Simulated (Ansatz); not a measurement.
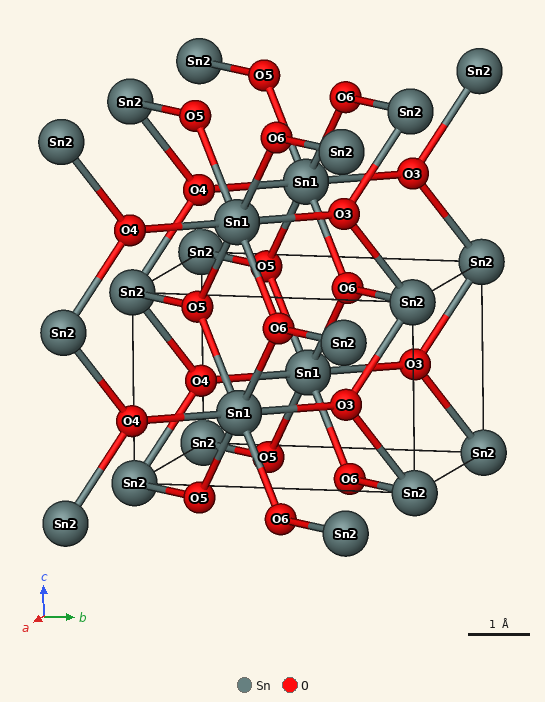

Fig. 1: The input geometry (ball-and-stick view of the cell of the calculation, repeated 2 × 1 × 2, seen slightly off an axis; atoms are numbered from 1 in the order of the input). An atom can appear more than once, as a periodic image.

## Run report: SnO₂, single-point calculation

- system: SnO₂ (P2₁/c, 6 atoms in the cell)
- method: DFT r2SCAN, scalar-relativistic, plane waves, PAW, no spin polarisation (Ansatz 0.2.0)

The structure derives from a Materials Project entry. It belongs to a series of runs on one base structure; here: band edges sought over the zone. Figures and captions count atoms from 1; the log counts them from 0 in places.

Log:
```
Engine: ansatz 0.2.0, x86_64-unknown-linux-gnu
Pseudopotentials: kind: paw
Pseudopotential: Sn, paw, valence charge 14, recommended cutoff 500 eV (meta_gga), Sn.paw.azcp
Pseudopotential: O, paw, valence charge 6, recommended cutoff 500 eV (meta_gga), O.paw.azcp
Functional definition: r2SCAN
  parameter k0 = 0.174
  parameter k1 = 0.065
  parameter a1 = 4.9479
  exchange = r2scan_x(k0 = k0, k1 = k1, a1 = a1)
  correlation = r2scan_c
Crystal: 6 atoms, lattice volume = 72.509 Å³
Basis set: ecut = 500 eV, 1859 PW (Γ), exchange–correlation on 144×144×96 points (64 copies of the dense FFT grid, shifted against one another)
Bands: 32, of which v1, the nominal top of the filled ones, is band 26 counted from 1 (25 counted from 0)
Symmetry: 4 space group operations
Space group: P21/c (ITA 14), of the structure as read, at distance tolerance 4.2e-5 Å
k-points: 104 of 288
Non-local potential: Sn, projectors of the file, l = 0: 2, l = 1: 2, l = 2: 2, l = 3: 2
Non-local potential: O, projectors of the file, l = 0: 2, l = 1: 2, l = 2: 1
PAW form: soft (Blöchl's): semilocal exchange-correlation on the pseudo side does not see the compensation charge
PAW frozen core: Sn, regenerated for the run's functional (the file was generated under x = pbe(κ = 0.804, μ = 0.2195149727645171), c = pbe(β = 0.06672455060314922))
PAW frozen core: O, regenerated for the run's functional (the file was generated under x = pbe(κ = 0.804, μ = 0.2195149727645171), c = pbe(β = 0.06672455060314922))
PAW one-centre angular grid: Sn, 590 points (default); XC on 249 of its mesh's 2787 points in the sphere
PAW one-centre angular grid: O, 302 points (default); XC on 160 Gauss nodes
Initial density: read from a saved state, or passed on in memory by an earlier SCF of this step, an earlier step, the calling program or the single point that the run made first
Initial wavefunctions: pseudopotential atomic-orbital guess
Functional: x = r2scan, c = r2scan; τ floored in thin density (d = 2e-4 eV/Å³)
iter 1 solved again at ethr=2.87e-8 eV; its pass at ethr=3.10e-3 eV (dr2=1.49e-5 eV) is discarded
SCF iter   1: F=—  HF=-14352.382371 eV  |F-HF|=—  |Δ(HF+E_count)|=         —  Δρ=2.39e-6  dr2=1.97e-9  dr2_τ=4.14e-10  ethr=2.87e-8  ⟨swp⟩=3.4  Hψ=24860  notcnv=0
preconditioner: auto → Resta (q_TF=auto, 2.581 Å⁻¹)  ε∞=3.3  [insulator: Δε(μ)=1.741 eV  Ē_g=20.761 eV  σ=0.020 eV  W_gap=1.00  n_scr=18 (ndim 8)  ℏωp=31.4 eV  f_vac=0.029  D(μ)=0.00/eV (n_scr^D=0)  ε∞_Penn≈3.3]
SCF iter   2: F=-14352.382371 eV  HF=-14352.382371 eV  |F-HF|=5.64e-11  |Δ(HF+E_count)|=   1.63e-9  Δρ=1.31e-6  dr2=7.83e-10  dr2_τ=1.00e-10  ethr=3.78e-12  ⟨swp⟩=6.8  Hψ=13827  notcnv=0
SCF 1 converged in 2 iterations: F = -14352.382371 eV  dr2 = 7.83e-10
  greatest PAW one-centre occupation: 0.996 electrons in one spin orbital (limit 2), on the Sn atom at site 0 (counted from 0), in its partial waves of l = 2
NSCF: frozen V_eff on 80 k-points
NSCF: frozen V_eff on 80 k-points
NSCF: frozen V_eff on 6 k-points
NSCF: frozen V_eff on 7 k-points
NSCF: frozen V_eff on 7 k-points
NSCF: frozen V_eff on 7 k-points
NSCF: frozen V_eff on 7 k-points
NSCF: frozen V_eff on 7 k-points
NSCF: frozen V_eff on 3 k-points
SCF converged after 2 iterations
Free energy (F): -14352.382371 eV
Harris-Foulkes:  -14352.382371 eV  (|F-HF|=5.64e-11)
Internal energy: -14352.382371 eV  (E = F + TS)
E sigma→0 (E₀):  -14352.382371 eV
Fermi energy:    9.772352 eV
--- Per-component energies (eV) ---
  E_band       = -164.624346
  E_kinetic    = 1085.721092
  E_local      = -2883.130656  (includes V_loc(G=0)·N_el)
  E_nonlocal   = 131.531386
  E_hartree    = 1501.004538
  E_xc         = -1035.827359
  E_vxc        = -622.696444  (∫ρ·V_xc dr)
  E_paw        = -8986.214994  (= ΣΔE_a)
  E_vpaw       = -917.358827  (= ΣTr[D̂ρ^β])
  E_aug_tail   = 0.003980  (compensation charges beyond the density's cutoff)
  E_vtau       = 39.296341  (kinetic-family band-sum trace: ∫τ·v_τ [+ j·A + Jᵃ·Aᵃ] dr)
  E_ewald      = -4166.813234
  E_core_change = 1.342876  (= ΣΔE_core)
  E_smearing   = -0.000000  (= −TS)
  E_closure    = 0.000000  (closes the sum)
  Σ components = -14352.382371   (vs F -14352.382371, Δ=0.00e0)
--- Forces (eV/Å), atoms counted from 1 ---
  atom   1  Sn     0.00000000     0.00000000    -0.00000000
  atom   2  Sn     0.00000000     0.00000000     0.00000000
  atom   3  O      0.00189836     0.00096793     0.00097560
  atom   4  O     -0.00189836    -0.00096793    -0.00097560
  atom   5  O     -0.00189836     0.00096793    -0.00097560
  atom   6  O      0.00189836    -0.00096793     0.00097560
  max |Σ_I F_I| component: 8.67e-19 eV/Å
--- Stress (GPa, compression-positive) ---
       -0.004175       0.000000      -4.471339
        0.000000       0.190154       0.000000
       -4.471342       0.000000      -0.081776
  P = ⅓ Tr σ = 0.0347 GPa (0.347 kbar)
--- Band table (eV; the first three rows and the last of 104) ---
  k-point 0: bands = ["-12.8728", "-11.9902", "-11.7005", "-11.6971", "-11.6826", "-11.6211", "-11.5583", "-11.4792", "-11.4415", "-11.4413", "-10.7887", "-9.1351", "-9.1339", "-7.1732", "0.8460", "4.8461", "4.8629", "5.0357", "5.7622", "6.9126", "7.0143", "7.6635", "7.6859", "8.1239", "8.1440", "8.9017", "10.6430", "15.6930", "15.8727", "15.9137", "20.0280", "20.3819"]
  k-point 1: bands = ["-12.7976", "-11.9033", "-11.8606", "-11.8532", "-11.6736", "-11.6488", "-11.5533", "-11.4826", "-11.4608", "-11.4570", "-10.7224", "-8.8617", "-8.8615", "-7.2998", "0.8498", "4.8435", "5.0066", "5.0551", "5.8665", "5.9452", "6.9075", "7.1162", "7.1241", "8.1546", "8.1665", "8.7688", "11.5787", "16.0137", "16.5252", "16.5729", "19.1689", "21.2041"]
  k-point 2: bands = ["-12.5992", "-12.2135", "-12.2052", "-11.7550", "-11.6318", "-11.6032", "-11.5388", "-11.5044", "-11.4952", "-11.4730", "-10.4601", "-8.2897", "-8.2870", "-7.6876", "0.9108", "4.3707", "4.6956", "5.3566", "5.3724", "6.1039", "6.1181", "6.1762", "6.4430", "8.0469", "8.0588", "8.3973", "13.2203", "16.4908", "17.9185", "18.0461", "18.6158", "21.2002"]
  k-point 103: bands = ["-12.6039", "-12.6039", "-12.0918", "-12.0918", "-11.5507", "-11.5507", "-11.4905", "-11.4905", "-11.4508", "-11.4508", "-8.9683", "-8.9683", "-7.6285", "-7.6285", "1.0391", "1.0391", "3.9286", "3.9286", "6.3407", "6.3407", "6.5946", "6.5946", "7.8897", "7.8897", "8.1031", "8.1031", "14.3844", "14.3844", "18.5083", "18.5083", "20.6937", "20.6937"]
```

This output came from the following input.

The input:
```yaml
crystal:
  lattice:
    - [4.7592005654, 0.0, 0.0]
    - [0.0, 4.7592005654, 0.0]
    - [0.1440571484, 0.0, 3.2012699648]
  atoms:
    - { symbol: Sn, position: [0.5, 0.5, 0.5] }
    - { symbol: Sn, position: [0.0, 0.0, 0.0] }
    - { symbol: O, position: [0.1951195588, 0.806779145, 0.4943855819] }
    - { symbol: O, position: [0.8048804412, 0.193220855, 0.5056144181] }
    - { symbol: O, position: [0.3048804412, 0.306779145, 0.0056144181] }
    - { symbol: O, position: [0.6951195588, 0.693220855, -0.0056144181] }
basis:
  ecutwfc: 500
kpoints:
  mp_grid: { grid: [6, 6, 8] }
  band_path: { path: [VBM, CBM], npoints: 2 }
hamiltonian:
  xc: r2scan
scf:
  occupations: { method: gaussian, width: 0.02 }
output:
  forces: true
  stress: true
  eigenvalues: true
checkpoint:
  read: start.run
  write: ck
  compress: false
  write_wavefunctions: false
  write_every: 100000
```

Launch command:
```bash
ansatz run input.yaml --threads 1 --pin off --max-ram 2560MiB --backend cpu --events-out ev --progress --plain --runs-dir out
```

Summary:

| quantity | value |
| --- | --- |
| outcome | converged |
| space group (tolerance 0.01 Å) | P2₁/c (14) |
| electrons treated | 52 |
| free energy | −14352.3824 eV |
| Fermi energy | 9.772 eV |
| gap on the k-point mesh | 1.74 eV |
| gap on the band path | 1.74 eV |
| pressure | 0.03 GPa |
| largest force (length of the vector) | 0.002 eV/Å |
| hardware | 1 thread of AMD EPYC (Zen 3), 189 GiB of memory available, shared host |
| wall time | 81 s |
| peak memory | 0.64 GiB |
